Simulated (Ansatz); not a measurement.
# Geometry relaxation of Al₁₆O₂₅ (part 2 of 3)

Al₁₆O₂₅ (defect cell, 41 atoms in the cell); DFT PBE, scalar-relativistic, plane waves, PAW, spin-polarised (Ansatz 0.2.0); cutoff 420 eV, 3×3×3 k-mesh, Gaussian smearing of 0.05 eV, collinear spins. The structure derives from an entry of the Crystallography Open Database.

### The program's output, continued
```
SCF iter   1: F=—  HF=-22837.363571 eV  |F-HF|=—  |Δ(HF+E_count)|=         —  Δρ=7.80e-3 (↑5.24e-3 ↓7.80e-3)  dr2=2.97e-1  dr2_m=6.26e-2  M=2.000 μB ∫|m|=2.121 μB  β_m=0.30  ethr=1.79e-3  ⟨swp⟩=4.1  Hψ=9597  notcnv=0  defer=1072
preconditioner: auto → Resta (q_TF=auto, 2.493 Å⁻¹)  ε∞=3.6  [insulator: Δε(μ)=1.175 eV  Ē_g=17.662 eV  σ=0.050 eV  W_gap=1.00  n_scr=86 (ndim 8)  ℏωp=28.3 eV  f_vac=0.000  D(μ)=0.00/eV (n_scr^D=0)  ε∞_Penn≈3.6]
spin=Collinear: Resta preconditioning applied to the charge; magnetization (m = ρ↑ − ρ↓) channel mixes plain (no charge-response kernel on spin).
SCF iter   2: F=—  HF=-22837.330599 eV  |F-HF|=—  |Δ(HF+E_count)|=   3.30e-2  Δρ=5.67e-3 (↑3.80e-3 ↓5.67e-3)  dr2=1.39e-1  dr2_m=3.60e-2  M=2.000 μB ∫|m|=2.121 μB  β_m=0.65  ethr=1.50e-4  ⟨swp⟩=1.9  Hψ=4694  notcnv=0  defer=1072
SCF iter   3: F=—  HF=-22837.320301 eV  |F-HF|=—  |Δ(HF+E_count)|=   1.03e-2  Δρ=1.31e-3 (↑1.31e-3 ↓1.09e-3)  dr2=1.10e-2  dr2_m=6.97e-4  M=2.000 μB ∫|m|=2.123 μB  β_m=0.60  ethr=7.04e-5  ⟨swp⟩=2.0  Hψ=5609  notcnv=0  defer=1072
SCF iter   4: F=—  HF=-22837.319360 eV  |F-HF|=—  |Δ(HF+E_count)|=   9.41e-4  Δρ=6.03e-4 (↑3.96e-4 ↓6.03e-4)  dr2=1.52e-3  dr2_m=3.63e-4  M=2.000 μB ∫|m|=2.124 μB  β_m=0.71  ethr=5.58e-6  ⟨swp⟩=2.0  Hψ=6479  notcnv=0  defer=1072
SCF iter   5: F=—  HF=-22837.319386 eV  |F-HF|=—  |Δ(HF+E_count)|=   2.64e-5  Δρ=2.01e-4 (↑2.01e-4 ↓1.63e-4)  dr2=2.92e-4  dr2_m=7.13e-6  M=2.000 μB ∫|m|=2.124 μB  β_m=0.62  ethr=7.67e-7  ⟨swp⟩=2.0  Hψ=5368  notcnv=0  defer=1072
SCF iter   6: F=-22837.319324 eV  HF=-22837.319326 eV  |F-HF|=2.18e-6  |Δ(HF+E_count)|=   6.01e-5  Δρ=4.24e-5 (↑4.24e-5 ↓3.78e-5)  dr2=1.02e-5  dr2_m=7.13e-7  M=2.000 μB ∫|m|=2.125 μB  ethr=5.05e-8  ⟨swp⟩=2.0  Hψ=12149  notcnv=0
SCF 3 converged in 6 iterations: F = -22837.319324 eV  dr2 = 1.02e-5
  greatest PAW one-centre occupation: 0.899 electrons in one spin orbital (limit 2), on the O atom at site 40 (counted from 0), in its partial waves of l = 0
relax step   3: F+E_penalty+E_count = -22837.31932398 eV  Δ(F+E_penalty+E_count) = -5.061e-1 eV  max|allowed force component| = 4.154e-1 eV/Å  Δτ_max = 0.1087 Å  (6 SCF iters, dr2 threshold 1.00e-4 eV, accepted)
SCF iter   1: F=—  HF=-22837.347423 eV  |F-HF|=—  |Δ(HF+E_count)|=         —  Δρ=1.81e-3 (↑1.14e-3 ↓1.81e-3)  dr2=1.67e-2  dr2_m=2.88e-3  M=2.000 μB ∫|m|=2.126 μB  β_m=0.30  ethr=9.33e-5  ⟨swp⟩=4.0  Hψ=8167  notcnv=0  defer=1075
preconditioner: auto → Resta (q_TF=auto, 2.493 Å⁻¹)  ε∞=3.6  [insulator: Δε(μ)=1.087 eV  Ē_g=17.661 eV  σ=0.050 eV  W_gap=1.00  n_scr=86 (ndim 8)  ℏωp=28.3 eV  f_vac=0.000  D(μ)=0.00/eV (n_scr^D=0)  ε∞_Penn≈3.6]
spin=Collinear: Resta preconditioning applied to the charge; magnetization (m = ρ↑ − ρ↓) channel mixes plain (no charge-response kernel on spin).
SCF iter   2: F=—  HF=-22837.345577 eV  |F-HF|=—  |Δ(HF+E_count)|=   1.85e-3  Δρ=1.21e-3 (↑8.66e-4 ↓1.21e-3)  dr2=7.84e-3  dr2_m=1.45e-3  M=2.000 μB ∫|m|=2.125 μB  β_m=0.61  ethr=8.43e-6  ⟨swp⟩=1.0  Hψ=4620  notcnv=0  defer=1075
SCF iter   3: F=—  HF=-22837.345086 eV  |F-HF|=—  |Δ(HF+E_count)|=   4.91e-4  Δρ=4.93e-4 (↑2.13e-4 ↓4.93e-4)  dr2=1.16e-3  dr2_m=1.53e-4  M=2.000 μB ∫|m|=2.125 μB  β_m=0.55  ethr=3.96e-6  ⟨swp⟩=2.0  Hψ=5292  notcnv=0  defer=1075
SCF iter   4: F=—  HF=-22837.344936 eV  |F-HF|=—  |Δ(HF+E_count)|=   1.50e-4  Δρ=1.08e-4 (↑1.08e-4 ↓9.71e-5)  dr2=5.63e-5  dr2_m=6.52e-6  M=2.000 μB ∫|m|=2.124 μB  β_m=0.77  ethr=5.87e-7  ⟨swp⟩=2.0  Hψ=5366  notcnv=0  defer=1075
SCF iter   5: F=—  HF=-22837.344941 eV  |F-HF|=—  |Δ(HF+E_count)|=   4.78e-6  Δρ=4.89e-5 (↑3.22e-5 ↓4.89e-5)  dr2=1.76e-5  dr2_m=5.32e-7  M=2.000 μB ∫|m|=2.124 μB  β_m=0.64  ethr=5.71e-9  ⟨swp⟩=4.0  Hψ=10503  notcnv=0
SCF iter   6: F=-22837.344937 eV  HF=-22837.344937 eV  |F-HF|=1.25e-7  |Δ(HF+E_count)|=   3.47e-6  Δρ=1.17e-5 (↑1.07e-5 ↓1.17e-5)  dr2=7.91e-7  dr2_m=4.39e-8  M=2.000 μB ∫|m|=2.124 μB  ethr=5.71e-9  ⟨swp⟩=4.0  Hψ=9503  notcnv=0
SCF 4 converged in 6 iterations: F = -22837.344937 eV  dr2 = 7.91e-7
  greatest PAW one-centre occupation: 0.900 electrons in one spin orbital (limit 2), on the O atom at site 40 (counted from 0), in its partial waves of l = 0
relax step   4: F+E_penalty+E_count = -22837.34493702 eV  Δ(F+E_penalty+E_count) = -2.561e-2 eV  max|allowed force component| = 6.663e-2 eV/Å  Δτ_max = 0.0287 Å  (6 SCF iters, dr2 threshold 1.13e-5 eV, accepted)
SCF iter   1: F=—  HF=-22837.346295 eV  |F-HF|=—  |Δ(HF+E_count)|=         —  Δρ=5.92e-4 (↑3.06e-4 ↓5.92e-4)  dr2=1.35e-3  dr2_m=2.78e-4  M=2.000 μB ∫|m|=2.124 μB  β_m=0.30  ethr=5.69e-6  ⟨swp⟩=2.4  Hψ=7788  notcnv=0  defer=1075
preconditioner: auto → Resta (q_TF=auto, 2.493 Å⁻¹)  ε∞=3.6  [insulator: Δε(μ)=1.104 eV  Ē_g=17.661 eV  σ=0.050 eV  W_gap=1.00  n_scr=86 (ndim 8)  ℏωp=28.3 eV  f_vac=0.000  D(μ)=0.00/eV (n_scr^D=0)  ε∞_Penn≈3.6]
spin=Collinear: Resta preconditioning applied to the charge; magnetization (m = ρ↑ − ρ↓) channel mixes plain (no charge-response kernel on spin).
SCF iter   2: F=—  HF=-22837.346161 eV  |F-HF|=—  |Δ(HF+E_count)|=   1.35e-4  Δρ=3.85e-4 (↑2.27e-4 ↓3.85e-4)  dr2=5.74e-4  dr2_m=1.34e-4  M=2.000 μB ∫|m|=2.124 μB  β_m=0.56  ethr=6.81e-7  ⟨swp⟩=1.0  Hψ=4621  notcnv=0  defer=1075
SCF iter   3: F=—  HF=-22837.346111 eV  |F-HF|=—  |Δ(HF+E_count)|=   4.99e-5  Δρ=1.65e-4 (↑7.00e-5 ↓1.65e-4)  dr2=9.63e-5  dr2_m=2.08e-5  M=2.000 μB ∫|m|=2.124 μB  β_m=0.55  ethr=2.90e-7  ⟨swp⟩=2.0  Hψ=5365  notcnv=0  defer=1075
SCF iter   4: F=—  HF=-22837.346548 eV  |F-HF|=—  |Δ(HF+E_count)|=   4.37e-4  Δρ=3.40e-5 (↑2.58e-5 ↓3.40e-5)  dr2=4.21e-6  dr2_m=1.00e-6  M=2.000 μB ∫|m|=2.124 μB  β_m=0.77  ethr=4.86e-8  ⟨swp⟩=2.0  Hψ=5365  notcnv=0  defer=1075
SCF iter   5: F=—  HF=-22837.346549 eV  |F-HF|=—  |Δ(HF+E_count)|=   8.05e-7  Δρ=1.52e-5 (↑1.11e-5 ↓1.52e-5)  dr2=1.76e-6  dr2_m=5.96e-8  M=2.000 μB ∫|m|=2.124 μB  β_m=0.65  ethr=2.13e-9  ⟨swp⟩=2.0  Hψ=5693  notcnv=0  defer=1075
iter 6 did not close the SCF: its close was put off for a magnetic moment that had not settled (scf_convergence_deferred on its scf_iter line)
SCF iter   6: F=-22837.346548 eV  HF=-22837.346548 eV  |F-HF|=2.62e-8  |Δ(HF+E_count)|=   3.35e-7  Δρ=3.69e-6 (↑2.81e-6 ↓3.69e-6)  dr2=7.78e-8  dr2_m=7.63e-9  M=2.000 μB ∫|m|=2.124 μB  β_m=0.72  ethr=5.05e-11  ⟨swp⟩=3.0  Hψ=12452  notcnv=0
SCF iter   7: F=-22837.346548 eV  HF=-22837.346548 eV  |F-HF|=8.77e-9  |Δ(HF+E_count)|=   1.01e-8  Δρ=1.61e-6 (↑1.48e-6 ↓1.61e-6)  dr2=1.98e-8  dr2_m=8.00e-10  M=2.000 μB ∫|m|=2.124 μB  ethr=3.93e-11  ⟨swp⟩=2.0  Hψ=10923  notcnv=0
SCF 5 converged in 7 iterations: F = -22837.346548 eV  dr2 = 1.98e-8
relax step   5: F+E_penalty+E_count = -22837.34654834 eV  Δ(F+E_penalty+E_count) = -1.611e-3 eV  max|allowed force component| = 1.311e-2 eV/Å  Δτ_max = 0.0058 Å  (7 SCF iters, accepted)
```

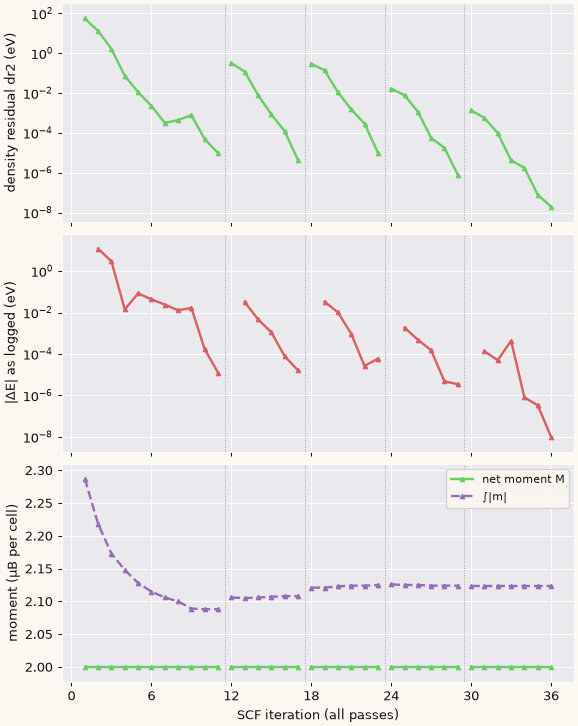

**Figure 1.** Convergence of the self-consistent field: density residual dr2, size of the energy change and magnetic moment against the SCF iteration. The dotted lines part the SCF passes of the relaxation: geometry steps, rejected trials and re-solves on a re-selected basis. The 5 passes take 6 to 11 iterations each, 36 in all. The net moment stays at 2.0 μB per cell.

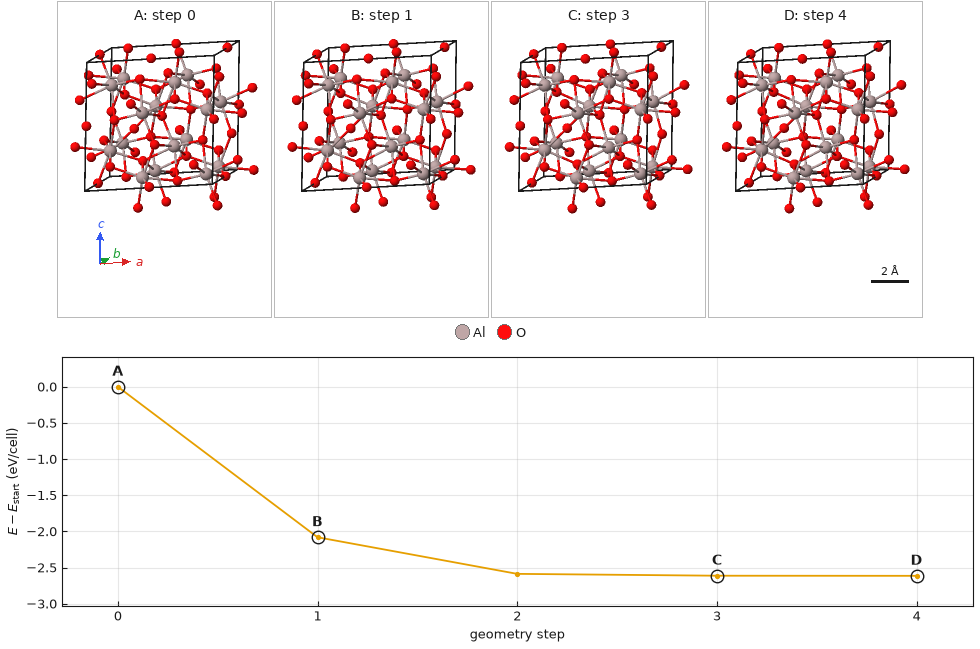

**Figure 2.** Frames of the relaxation (ball-and-stick view of the cell of the calculation (origin shifted), with bonded neighbours outside it, seen slightly off an axis) above the curves, on which the letters mark them (the first geometry is step 0 here and step 1 in the log).

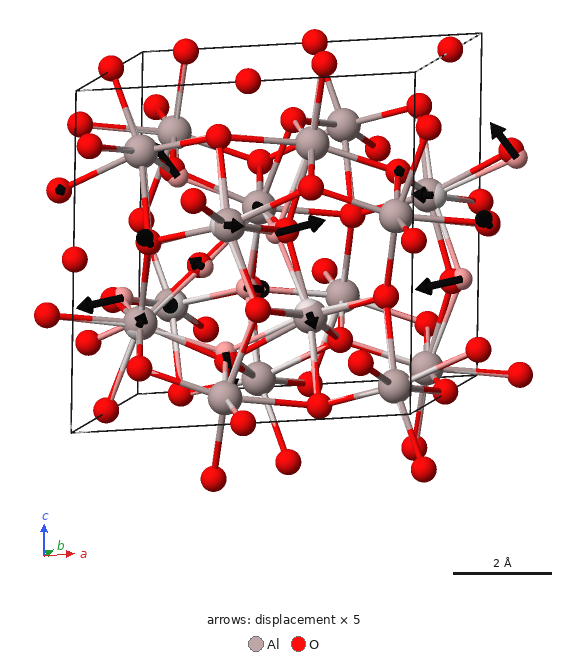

**Figure 3.** Start (faint) and end (solid) with the displacements as black arrows, magnified 5 times (ball-and-stick view of the cell of the calculation (origin shifted), with bonded neighbours outside it, seen slightly off an axis). The energy falls by 2.614 eV per cell of the calculation in 4 geometry steps. Largest force component: 4.1 eV/Å at the start, 0.013 eV/Å at the end. The largest moves, 0.23 Å, are those of O36 and O37. Largest moves by element: O 0.23 Å, Al 0.09 Å. The lattice vectors keep their values. Among the contacts that change: Al7–O31 1.818 → 1.944 Å, Al16–O36 2.020 → 1.908 Å, Al13–O37 2.013 → 1.907 Å, Al7–O37 1.845 → 1.944 Å. Among the angles that change: Al2–O36–Al16 129.0° → 140.6°, O18–Al9–O37 88.4° → 99.0°, O18–Al2–O36 88.7° → 99.0°. (Atoms are counted from 1 in the order of the input.)

```
SCF converged after 7 iterations
Magnetization: 2.0000 μB (100.0000 up, 98.0000 down)
Absolute magnetization: 2.1253 μB (∫|ρ↑−ρ↓|, with the PAW one-centre terms)
Spin contamination: 0.0049 ħ² per cell (⟨S²⟩ above its minimum at these occupations)
Per-site moments (μB) at R_I (Å): [(-0.00014509854303707752, 0.7637011891495417), (-0.00014509132835942024, 0.7637343995781228), (0.00034768825500265893, 0.7583871200978953), (-0.0001435884585972957, 0.7635867495612287), (0.0007944220873386811, 0.758180942953314), (0.0007885261830155169, 0.7581172984410118), (-0.003429018982648624, 0.7770230775593542), (0.0007910740641591433, 0.7581865320703053), (-0.0001436751772455899, 0.7636403007161638), (0.0003466215977872468, 0.7585107755472015), (-0.00014577256830771533, 0.7637360402748399), (-0.00014582559121665157, 0.7637588584307411), (0.0007921935155131124, 0.7581788499762899), (-0.0034254585026821313, 0.7772101280699776), (0.0007909743191771793, 0.7581746439153437), (0.0007948056406161195, 0.7581242027283853), (0.0035259626726747402, 0.7581788499762899), (0.11302540667405292, 0.7636403007161638), (0.0021339294978613976, 0.7638196031559354), (0.005314720446287845, 0.7654495396114545), (0.11373650546400303, 0.7637360402748399), (0.005291452910701472, 0.7654571461424846), (0.0021273617134472513, 0.7638416581282387), (0.00350800729115749, 0.7581746439153437), (0.00530012612978668, 0.7654955293428192), (0.0035026034209014573, 0.7581242027283853), (0.0021343066162194256, 0.7638302259417215), (0.11345750587687654, 0.7637588584307411), (0.005298221191742582, 0.7654616339033179), (0.0021458338305994328, 0.7638024841831406), (0.11352557941739927, 0.7635867495612287), (0.003543443054551597, 0.7581865320703053), (0.0035286168898728113, 0.7581172984410118), (0.0021403567441236225, 0.7637922897431195), (0.00528656916755817, 0.7655001200976917), (0.11418949745176785, 0.7637343995781228), (0.1136964623306159, 0.7637011891495417), (0.002147424424347742, 0.7638268249387722), (0.0035159092195797144, 0.758180942953314), (0.005269314151755677, 0.765543224864699), (1.0624430332117294, 0.7770230775593542)]
Free energy (F): -22837.346548 eV
Harris-Foulkes:  -22837.346548 eV  (|F-HF|=8.77e-9)
Internal energy: -22837.346548 eV  (E = F + TS)
E sigma→0 (E₀):  -22837.346548 eV
Fermi energy:    9.560704 eV
--- Per-component energies (eV) ---
  E_band       = 321.789098
  E_kinetic    = 4925.566629
  E_local      = -8113.975483  (includes V_loc(G=0)·N_el)
  E_nonlocal   = 1350.041951
  E_hartree    = 3009.699873
  E_xc         = -2531.843103
  E_vxc        = -2887.532755  (∫ρ·V_xc dr)
  E_paw        = -11447.302012  (= ΣΔE_a)
  E_vpaw       = -971.774382  (= ΣTr[D̂ρ^β])
  E_aug_tail   = 0.063068  (compensation charges beyond the density's cutoff)
  E_ewald      = -10029.597472
  E_smearing   = -0.000000  (= −TS)
  E_closure    = -0.000000  (closes the sum)
  Σ components = -22837.346548   (vs F -22837.346548, Δ=0.00e0)
```
